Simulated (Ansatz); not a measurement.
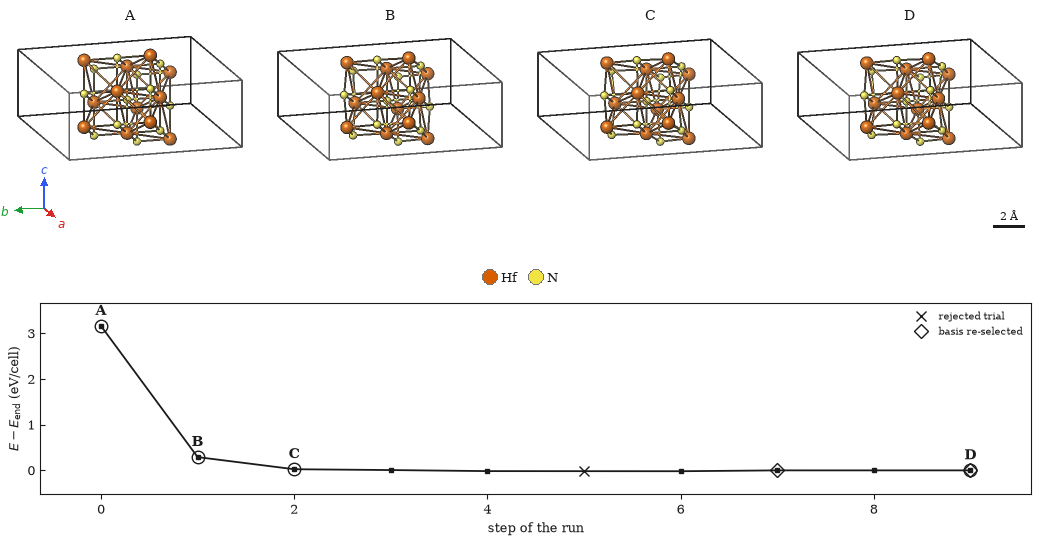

Frames of a relaxation of a wire of composition HfN, marked on the history of the run. A ball-and-stick model of the cell of the calculation, with the vacuum cut short, seen from a free direction.

Case: wire along [0 0 1], 16 atoms a period.

Computed with DFT PBEsol, scalar-relativistic, plane waves, PAW (Ansatz).

The input:
```yaml
crystal:
  lattice:
    - [13.5, 0.0, 0.0]
    - [0.0, 13.8, 0.0]
    - [0.0, 0.0, 4.5017418696]
  atoms:
    - { symbol: Hf, position: [0.5, 0.5, 0.0] }
    - { symbol: "N", position: [0.3332688196, 0.5, 0.0] }
    - { symbol: "N", position: [0.6667311804, 0.5, 0.0] }
    - { symbol: Hf, position: [0.5, 0.3368934105, 0.5] }
    - { symbol: Hf, position: [0.5, 0.6631065895, 0.5] }
    - { symbol: "N", position: [0.3332688196, 0.3368934105, 0.5] }
    - { symbol: "N", position: [0.3332688196, 0.6631065895, 0.5] }
    - { symbol: "N", position: [0.6667311804, 0.3368934105, 0.5] }
    - { symbol: Hf, position: [0.3332688196, 0.5, 0.5] }
    - { symbol: Hf, position: [0.6667311804, 0.5, 0.5] }
    - { symbol: "N", position: [0.5, 0.5, 0.5] }
    - { symbol: Hf, position: [0.3332688196, 0.3368934105, 0.0] }
    - { symbol: Hf, position: [0.3332688196, 0.6631065895, 0.0] }
    - { symbol: Hf, position: [0.6667311804, 0.3368934105, 0.0] }
    - { symbol: "N", position: [0.5, 0.3368934105, 0.0] }
    - { symbol: "N", position: [0.5, 0.6631065895, 0.0] }
basis:
  ecutwfc: 420
kpoints:
  mp_grid: { grid: [1, 1, 12] }
hamiltonian:
  xc: pbesol
scf:
  occupations: { method: gaussian, width: 0.05 }
output:
  forces: true
  stress: true
  eigenvalues: true
  populations: true
  write_density: true
  write_potential: true
  elf: true
  volumetric_format: npy
relax:
  adjacent_minimum: "off"
  f_tol: 0.02
  max_steps: 45
  cell: { fix: [a, b, alpha, beta, gamma], stress_tol: 0.03 }
```

Command:
```bash
ansatz run input.yaml --threads 4 --pin off --max-ram 11264MiB --backend cpu --events-out ev --progress --plain --runs-dir out
```

### Describe the path.

Hf12 moves most relative to the layer's centre: 0.23 Å. By element the largest moves are Hf 0.23 Å, N 0.22 Å. Along the periodic axis the drawn cell goes c 4.502 → 4.317 Å (−4.1 %). Among the contacts that change: Hf13–N16 2.251 → 2.049 Å, Hf1–N15 2.251 → 2.439 Å, Hf4–Hf12 3.183 → 2.995 Å, Hf4–Hf14 3.183 → 3.006 Å. Bond angles that change, for instance: Hf4–N15–Hf4 180.0° → 167.5°, Hf10–N3–Hf10 180.0° → 169.3°, Hf14–N8–Hf14 180.0° → 170.2°. The energy falls by 3.163 eV per cell of the calculation in 6 accepted moves (9 points after the start). The largest force component goes from 2.8 to 0.0036 eV/Å. The line search rejected the trial step at point 5 of the run. The SCF was repeated twice at an unchanged geometry on a basis and grid sized afresh for the cell, which shifted the energy by 18.9 meV per cell of the calculation at most. From step 0 to 1: Hf atoms move most (0.20 Å), energy −2.872 eV per cell of the calculation. From step 1 to 2: N atoms move most (0.14 Å), energy −0.266 eV per cell of the calculation. From step 2 to 9: N11 moves most (0.04 Å), energy −25.2 meV per cell of the calculation.

Limits of the set-up: the k-point mesh is coarse for a cell with partly filled bands.
